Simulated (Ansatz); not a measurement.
Consider SnO2.

Input file:

```
crystal:
  lattice:
    - [5.8949108503, 0.0, 0.0]
    - [-2.9474554252, 5.1051425494, 0.0]
    - [0.0, 0.0, 6.5733280184]
  atoms:
    - { symbol: Sn, position: [0.0, 0.5, 0.3333333333] }
    - { symbol: Sn, position: [0.5, 0.5, 0.6666666667] }
    - { symbol: Sn, position: [0.5, 0.0, 0.0] }
    - { symbol: O, position: [0.6071642333, 0.8035821166, 0.8333333333] }
    - { symbol: O, position: [0.8035821166, 0.6071642333, 0.5] }
    - { symbol: O, position: [0.8035821166, 0.1964178834, 0.1666666667] }
    - { symbol: O, position: [0.3928357667, 0.1964178834, 0.8333333333] }
    - { symbol: O, position: [0.1964178834, 0.3928357667, 0.5] }
    - { symbol: O, position: [0.1964178834, 0.8035821166, 0.1666666667] }
basis:
  ecutwfc: 420
kpoints:
  mp_grid: { grid: [6, 6, 4] }
hamiltonian:
  xc: lda
scf:
  occupations: { method: gaussian, width: 0.02 }
output:
  forces: true
  stress: true
  eigenvalues: true
  write_density: true
  write_potential: true
  elf: true
  volumetric_format: npy
relax:
  adjacent_minimum: "off"
  f_tol: 0.01
  max_steps: 60
  cell: { stress_tol: 0.1 }
```

Command:

```sh
ansatz run input.yaml --threads 2 --pin off --max-ram 5120MiB --backend cpu --events-out ev --progress --plain --runs-dir out
```

Below, planes, directions and counts refer to the conventional cell (a = 5.90 Å, b = 5.90 Å, c = 6.57 Å, α = 90.00°, β = 90.00°, γ = 120.00°).

The fields are those of the run's last geometry, not of the input's.

Space group P6₄22.

Level of theory: Ansatz, DFT LDA, scalar-relativistic, plane waves, PAW.

> Predict the valence pseudo-density and electron localisation function between the atoms.

Sn–O (1.92 Å): ρ at the midpoint is about 0.9 e/Å³; the ELF peaks at about 0.75 in the valence shell of O, 0.6 Å from its nucleus, and is about 0.25 at the midpoint: no shared electron pair shows on this line.

> Does the calculation give a band gap?

It is gapped, with a Kohn–Sham gap of 2.0 eV on the k-point mesh, an upper bound to the gap of this method.

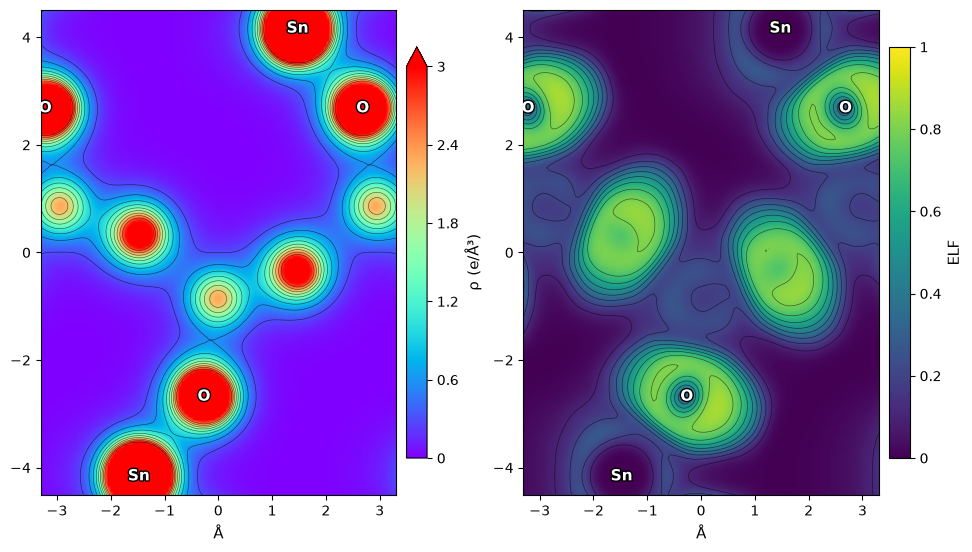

Computed valence pseudo-density and electron localisation function on the (101) plane of the conventional cell, in this order. Atoms just off the plane (Sn, 0.7 Å away and O, 0.4 Å away) can leave unmarked features too.
